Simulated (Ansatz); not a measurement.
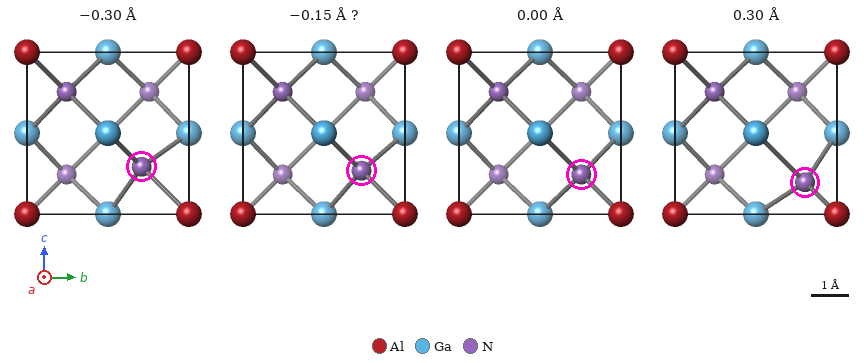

Energy scan for a crystal of AlGa₃N₄ (P-43m), in which an N atom (one in each cell of 8 atoms) is moved towards the nearest copy of atom 6 (N) at 3.090 Å, all else fixed. A ball-and-stick model of the cell of the calculation, seen along the a axis. The ringed atoms are those of the scanned coordinate.

Method: DFT r2SCAN, scalar-relativistic, plane waves, PAW in Ansatz. Set-up: plane-wave cutoff 500 eV; k-point mesh 6 × 6 × 6; occupations gaussian; smearing width 0.05 eV; no spin polarisation. Energies (free energies at the smearing named) are counted from the relaxed crystal.

```
displacement (Å)  energy change (meV/cell)
         −0.3000                       925
         −0.2250                       507
         −0.1500                         ?
         −0.0750                        55
          0.0000                         0
          0.0750                        55
          0.1500                       222
          0.2250                       509
          0.2625                       701
          0.3000                       928
```

### One row is withheld. What is its energy?

A straight line between the two neighbours gives 281 meV/cell. A cubic through the four nearest rows (−0.3000, −0.2250, −0.0750, 0.0000) gives, with Lagrange weights, (−0.1667)(925) + (0.6667)(507) + (0.6667)(55) + (−0.1667)(0) = 220 meV/cell. The calculation gives 221 meV/cell, so the cubic is 1 meV/cell too low and the straight line 60 meV/cell too high, as the curve bends upwards here.

The whole profile:

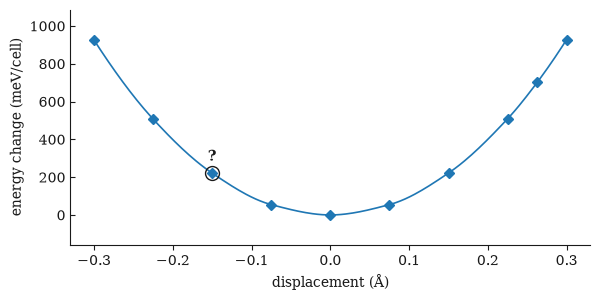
